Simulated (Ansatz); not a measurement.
# Two runs on GeSi7

System: GeSi7 (Cmm2, 8 atoms in the cell).
Method of run A: DFT r2SCAN, scalar-relativistic, plane waves, PAW, no spin polarisation (Ansatz 0.2.0).

The structure derives from a Materials Project entry. Text and figures count atoms from 1; the logs count them from 0 in places.

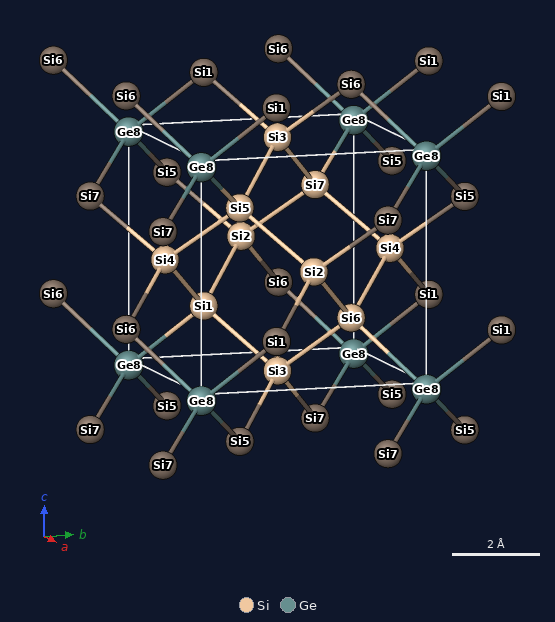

Fig. 1: The structure (ball-and-stick view of the cell of the calculation, seen slightly off an axis; neighbours outside the cell are drawn fainter; atoms are numbered from 1 in the order of the input). Near neighbours in the crystal (not all of them lie inside the picture): Si has 1 Ge at 2.31 to 2.48 Å and 3 Si at 2.36 Å; Si has 4 Si at 2.36 Å; Ge has 4 Si at 2.31 to 2.48 Å.

## Input, run A
```yaml
crystal:
  lattice:
    - [5.4679684317, 0.0, 0.0]
    - [0.0, 5.4679684317, 0.0]
    - [0.0, 0.0, 5.4679684317]
  atoms:
    - { symbol: Si, position: [0.2524307582, 0.2524307582, 0.2524307582] }
    - { symbol: Si, position: [0.0, 0.5, 0.5] }
    - { symbol: Si, position: [0.5, 0.5, 0.0] }
    - { symbol: Si, position: [0.5, 0.0, 0.5] }
    - { symbol: Si, position: [0.7475692418, 0.2524307582, 0.7475692418] }
    - { symbol: Si, position: [0.7475692418, 0.7475692418, 0.2524307582] }
    - { symbol: Si, position: [0.2524307582, 0.7475692418, 0.7475692418] }
    - { symbol: Ge, position: [0.0, 0.0, -0.027432492] }
basis:
  ecutwfc: 500
kpoints:
  mp_grid: { grid: [6, 6, 6] }
hamiltonian:
  xc: r2scan
scf:
  occupations: { method: gaussian, width: 0.05 }
output:
  forces: true
  stress: true
  eigenvalues: true
```

Command:
```bash
ansatz run input.yaml --threads 2 --pin off --max-ram 5120MiB --backend cpu --events-out ev --progress --plain --runs-dir out
```

Hardware: 2 threads of Oxide Virtual Turin-like (Zen 5), 32 GiB of memory available, shared host.

## Output, shortened to warnings, some set-up lines, iterations and results (run A)
```
Basis set: ecut = 500 eV, 4139 PW (Γ), exchange–correlation on 160×160×160 points (64 copies of the dense FFT grid, shifted against one another)
Symmetry: 4 space group operations
k-points: 52 of 216 (time reversal used)
Initial density: superposition of atomic densities (neutral atoms: chi_scale 0, normalization atom), corrected by the library's trained network
[...]
SCF iter   1: F=—  HF=-8776.141154 eV  |F-HF|=—  |Δ(HF+E_count)|=         —  Δρ=3.99e-3  dr2=2.87e-2  dr2_τ=4.45e-2  ethr=1.77e-3  ⟨swp⟩=8.1  Hψ=8080  notcnv=0  defer=2
SCF iter   2: F=—  HF=-8776.194087 eV  |F-HF|=—  |Δ(HF+E_count)|=   5.29e-2  Δρ=2.14e-3  dr2=6.43e-3  dr2_τ=4.17e-5  ethr=6.84e-5  ⟨swp⟩=2.1  Hψ=3283  notcnv=0  defer=155
SCF iter   3: F=—  HF=-8776.193051 eV  |F-HF|=—  |Δ(HF+E_count)|=   1.04e-3  Δρ=1.12e-3  dr2=1.60e-3  dr2_τ=1.42e-5  ethr=1.53e-5  ⟨swp⟩=2.0  Hψ=1613  notcnv=0  defer=103
SCF iter   4: F=—  HF=-8776.192726 eV  |F-HF|=—  |Δ(HF+E_count)|=   3.25e-4  Δρ=1.17e-4  dr2=1.86e-5  dr2_τ=3.03e-7  ethr=3.81e-6  ⟨swp⟩=2.4  Hψ=1938  notcnv=0  defer=103
SCF iter   5: F=—  HF=-8776.192732 eV  |F-HF|=—  |Δ(HF+E_count)|=   6.06e-6  Δρ=2.83e-5  dr2=1.41e-6  dr2_τ=1.31e-8  ethr=4.43e-8  ⟨swp⟩=2.0  Hψ=2415  notcnv=0  defer=103
SCF iter   6: F=-8776.192733 eV  HF=-8776.192733 eV  |F-HF|=1.09e-8  |Δ(HF+E_count)|=   4.56e-7  Δρ=4.94e-6  dr2=5.42e-8  dr2_τ=5.56e-10  ethr=2.38e-10  ⟨swp⟩=7.9  Hψ=7651  …
SCF 1 converged in 6 iterations: F = -8776.192733 eV  dr2 = 5.42e-8
SCF converged after 6 iterations
Free energy (F): -8776.192733 eV
Harris-Foulkes:  -8776.192733 eV  (|F-HF|=1.09e-8)
Internal energy: -8776.192733 eV  (E = F + TS)
E sigma→0 (E₀):  -8776.192733 eV
Fermi energy:    6.790243 eV
--- Per-component energies (eV) ---
  E_band       = -149.370080
  E_kinetic    = 394.121526
  E_local      = -3221.613568  (includes V_loc(G=0)·N_el)
  E_nonlocal   = 595.301930
  E_hartree    = 1412.759687
  E_xc         = -429.815467
  E_vxc        = -416.360748  (∫ρ·V_xc dr)
  E_paw        = -5670.939451  (= ΣΔE_a)
  E_vpaw       = -343.783060  (= ΣTr[D̂ρ^β])
  E_aug_tail   = 0.000046  (compensation charges beyond the density's cutoff)
  E_vtau       = 17.445255  (kinetic-family band-sum trace: ∫τ·v_τ [+ j·A + Jᵃ·Aᵃ] dr)
  E_ewald      = -1854.386639
  E_core_change = -1.620797  (= ΣΔE_core)
  E_smearing   = -0.000000  (= −TS)
  E_closure    = 0.000000  (closes the sum)
  Σ components = -8776.192733   (vs F -8776.192733, Δ=0.00e0)
--- Forces (eV/Å), atoms counted from 1 ---
  atom   1  Si    -0.29301678    -0.29301678    -0.44826802
  atom   2  Si    -0.00000000    -0.00000000    -0.14314104
  atom   3  Si     0.00000000    -0.00000000     0.25534239
  atom   4  Si    -0.00000000    -0.00000000    -0.14314104
  atom   5  Si    -0.42140169     0.42140169    -0.51275928
  atom   6  Si     0.29301678     0.29301678    -0.44826802
  atom   7  Si     0.42140169    -0.42140169    -0.51275928
  atom   8  Ge    -0.00000000    -0.00000000     1.95298742
  max |Σ_I F_I| component: 6.87e-6 eV/Å
--- Stress (GPa, compression-positive) ---
        0.374683      -1.449130      -0.000000
       -1.449130       0.374683       0.000000
       -0.000000      -0.000000      -0.034643
  P = ⅓ Tr σ = 0.2382 GPa (2.382 kbar)
```

Run B used a changed input.

## The two runs side by side

| quantity | run A | run B |
| --- | --- | --- |
| outcome | converged | converged |
| free energy per atom (eV) | −1097.0241 | −1096.9704 |
| gap on the mesh (eV) | 0.42 | 0.33 |
| pressure (GPa) | 0.24 | 0.85 |
| largest force (eV/Å) | 1.953 | 3.735 |
| SCF iterations | 6 | 6 |
| irreducible k-points | 52 | 52 |
| plane waves at Γ | 4139 | 4139 |
| wall time (shared host) | 13 s | 16 s |

What was changed in the input?

The change (lines with − go, lines with + come):
```diff
-    - { symbol: Ge, position: [0.0, 0.0, -0.027432492] }
+    - { symbol: Ge, position: [0.0, 0.0, 0.0548649839] }
```

With the same functional and potentials, run B lies 53.7 meV per atom higher. The gap on the mesh goes from 0.42 to 0.33 eV. The pressure goes from 0.24 to 0.85 GPa. The largest force goes from 1.953 to 3.735 eV/Å. The number of SCF iterations is the same.

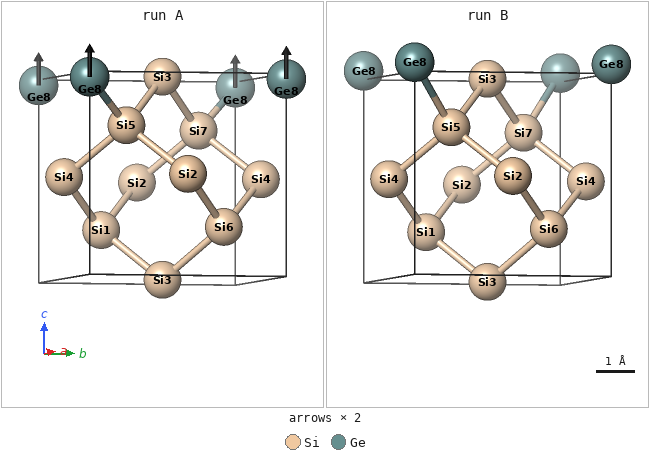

Fig. 2: The two input geometries at one scale (ball-and-stick view of the cell of the calculation, seen at an oblique angle). The black arrows on the first give the shifts of the atoms relative to the cell, magnified 2 times. The atom that moves furthest is Ge8 (0.45 Å). Si stays in place. The cell stays as it was. Among the contacts that change: Si5–Ge8 2.307 → 2.576 Å, Si1–Ge8 2.480 → 2.231 Å.

## Output, shortened to warnings, some set-up lines, iterations and results (run B)
```
Basis set: ecut = 500 eV, 4139 PW (Γ), exchange–correlation on 160×160×160 points (64 copies of the dense FFT grid, shifted against one another)
Symmetry: 4 space group operations
k-points: 52 of 216 (time reversal used)
Initial density: superposition of atomic densities (neutral atoms: chi_scale 0, normalization atom), corrected by the library's trained network
[...]
SCF iter   1: F=—  HF=-8775.712482 eV  |F-HF|=—  |Δ(HF+E_count)|=         —  Δρ=4.08e-3  dr2=3.20e-2  dr2_τ=4.54e-2  ethr=1.77e-3  ⟨swp⟩=8.0  Hψ=8155  notcnv=0  defer=1
SCF iter   2: F=—  HF=-8775.764358 eV  |F-HF|=—  |Δ(HF+E_count)|=   5.19e-2  Δρ=2.23e-3  dr2=7.12e-3  dr2_τ=4.62e-5  ethr=7.61e-5  ⟨swp⟩=2.1  Hψ=3286  notcnv=0  defer=155
SCF iter   3: F=—  HF=-8775.763272 eV  |F-HF|=—  |Δ(HF+E_count)|=   1.09e-3  Δρ=1.15e-3  dr2=1.71e-3  dr2_τ=1.57e-5  ethr=1.69e-5  ⟨swp⟩=2.0  Hψ=1613  notcnv=0  defer=103
SCF iter   4: F=—  HF=-8775.762965 eV  |F-HF|=—  |Δ(HF+E_count)|=   3.07e-4  Δρ=1.36e-4  dr2=2.68e-5  dr2_τ=3.32e-7  ethr=4.08e-6  ⟨swp⟩=2.5  Hψ=2052  notcnv=0  defer=103
SCF iter   5: F=—  HF=-8775.762968 eV  |F-HF|=—  |Δ(HF+E_count)|=   2.43e-6  Δρ=3.23e-5  dr2=1.88e-6  dr2_τ=2.27e-8  ethr=6.38e-8  ⟨swp⟩=2.0  Hψ=2387  notcnv=0  defer=103
SCF iter   6: F=-8775.762969 eV  HF=-8775.762969 eV  |F-HF|=2.66e-8  |Δ(HF+E_count)|=   7.87e-7  Δρ=5.96e-6  dr2=7.74e-8  dr2_τ=8.05e-10  ethr=2.38e-10  ⟨swp⟩=8.0  Hψ=7725  …
SCF 1 converged in 6 iterations: F = -8775.762969 eV  dr2 = 7.74e-8
SCF converged after 6 iterations
Free energy (F): -8775.762969 eV
Harris-Foulkes:  -8775.762969 eV  (|F-HF|=2.66e-8)
Internal energy: -8775.762969 eV  (E = F + TS)
E sigma→0 (E₀):  -8775.762969 eV
Fermi energy:    6.832216 eV
--- Per-component energies (eV) ---
  E_band       = -150.374168
  E_kinetic    = 394.502495
  E_local      = -3229.683546  (includes V_loc(G=0)·N_el)
  E_nonlocal   = 595.405114
  E_hartree    = 1415.962389
  E_xc         = -429.939550
  E_vxc        = -416.545194  (∫ρ·V_xc dr)
  E_paw        = -5670.752487  (= ΣΔE_a)
  E_vpaw       = -343.449398  (= ΣTr[D̂ρ^β])
  E_aug_tail   = 0.000046  (compensation charges beyond the density's cutoff)
  E_vtau       = 17.472358  (kinetic-family band-sum trace: ∫τ·v_τ [+ j·A + Jᵃ·Aᵃ] dr)
  E_ewald      = -1849.636634
  E_core_change = -1.620797  (= ΣΔE_core)
  E_smearing   = -0.000000  (= −TS)
  E_closure    = 0.000000  (closes the sum)
  Σ components = -8775.762969   (vs F -8775.762969, Δ=0.00e0)
--- Forces (eV/Å), atoms counted from 1 ---
  atom   1  Si     0.97183498     0.97183498     1.03321969
  atom   2  Si    -0.00000000    -0.00000000     0.28183939
  atom   3  Si     0.00000000    -0.00000000    -0.49255547
  atom   4  Si     0.00000000    -0.00000000     0.28183939
  atom   5  Si     0.47713215    -0.47713215     0.79851492
  atom   6  Si    -0.97183498    -0.97183498     1.03321969
  atom   7  Si    -0.47713215     0.47713215     0.79851492
  atom   8  Ge     0.00000000    -0.00000000    -3.73458662
  max |Σ_I F_I| component: 5.90e-6 eV/Å
--- Stress (GPa, compression-positive) ---
        1.381887       3.012493      -0.000000
        3.012493       1.381887      -0.000000
       -0.000000      -0.000000      -0.221771
  P = ⅓ Tr σ = 0.8473 GPa (8.473 kbar)
```
